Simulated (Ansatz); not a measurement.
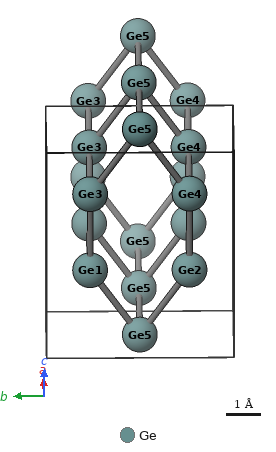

This is the input geometry for a relaxation of solid Ge (a generated structure, set up in Pmmm). Style: ball-and-stick. Shown: the cell of the calculation, repeated 3 × 1 × 1 with one cell outlined, from a free direction.

Theory: DFT PBE, scalar-relativistic, plane waves, PAW (Ansatz).

The input:
```yaml
crystal:
  lattice:
    - [2.7367155429, 0.0, 0.0]
    - [0.0, 5.5766298199, 0.0]
    - [0.0, 0.0, 7.0899970285]
  atoms:
    - { symbol: Ge, position: [0.5, 0.7652035855, 0.3147815794] }
    - { symbol: Ge, position: [0.5, 0.2347964145, 0.3147815794] }
    - { symbol: Ge, position: [0.5, 0.7652035855, 0.6852184206] }
    - { symbol: Ge, position: [0.5, 0.2347964145, 0.6852184206] }
    - { symbol: Ge, position: [0.5, 0.5, 0.0] }
basis:
  ecutwfc: 420
kpoints:
  mp_grid: { grid: [14, 8, 6] }
hamiltonian:
  xc: pbe
scf:
  occupations: { method: gaussian, width: 0.1 }
output:
  forces: true
  stress: true
  eigenvalues: true
  write_density: true
  write_potential: true
  elf: true
  volumetric_format: npy
relax:
  adjacent_minimum: "off"
  f_tol: 0.01
  max_steps: 80
  cell: { stress_tol: 0.05 }
```

Command:
```bash
ansatz run input.yaml --threads 1 --pin off --max-ram 2560MiB --backend cpu --events-out ev --progress --plain --runs-dir out
```

Predict the outcome.

Answer. The energy falls by 9.5 meV per cell of the calculation in 4 accepted moves (5 points after the start). Largest force component: 0.079 eV/Å at the start, 0.0018 eV/Å at the end. Pressure: −0.01 GPa at the start and 0.00 GPa at the end. At 1 point the geometry stayed and the basis and grid were re-selected for the new cell (energy shift of 0.1 meV per cell of the calculation at most each time). The largest moves relative to the cell, 0.032 Å, are those of Ge1, Ge2, Ge3 and Ge4. Ge4 goes along [0 −3 1]. The volume changes by +0.3 %, with a 2.737 → 2.729 Å (−0.3 %), b 5.577 → 5.685 Å (+1.9 %), c 7.090 → 6.994 Å (−1.3 %). Some distances before and after: Ge1–Ge3 2.626 → 2.611 Å, Ge1–Ge2 2.619 → 2.608 Å, Ge1–Ge1 2.737 → 2.729 Å. Bond angles that change, for instance: Ge1–Ge5–Ge3 112.9° → 109.9°, Ge1–Ge5–Ge2 67.1° → 70.1°. The space group stays Pmmm (No. 47).

Step by step:

| step | E − E(0), meV/atom | largest force component, eV/Å | pressure, GPa | volume, Å³/atom | note |
| --- | --- | --- | --- | --- | --- |
| 0 | 0.00 | 0.0791 | -0.01 | 21.641 |  |
| 1 | -1.57 | 0.0069 | -0.06 | 21.693 |  |
| 2 | -1.82 | 0.0023 | -0.02 | 21.694 |  |
| 3 | -1.88 | 0.0053 | 0.05 | 21.684 |  |
| 4 | -1.89 | 0.0018 | 0.00 | 21.704 |  |
| 5 | -1.90 | 0.0018 | 0.00 | 21.704 | same geometry, new basis |

Final geometry:

```xyz
5
Lattice="2.7294 0.0000 0.0000 0.0000 5.6846 0.0000 0.0000 0.0000 6.9944" Properties=species:S:1:pos:R:3 pbc="T T T"
Ge    1.3647    4.3808    2.1917
Ge    1.3647    1.3038    2.1917
Ge    1.3647    4.3808    4.8027
Ge    1.3647    1.3038    4.8027
Ge    1.3647    2.8423    6.9944
```

After the run, drawn alike:

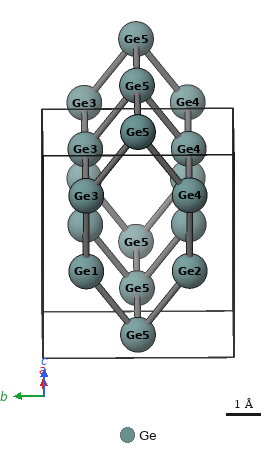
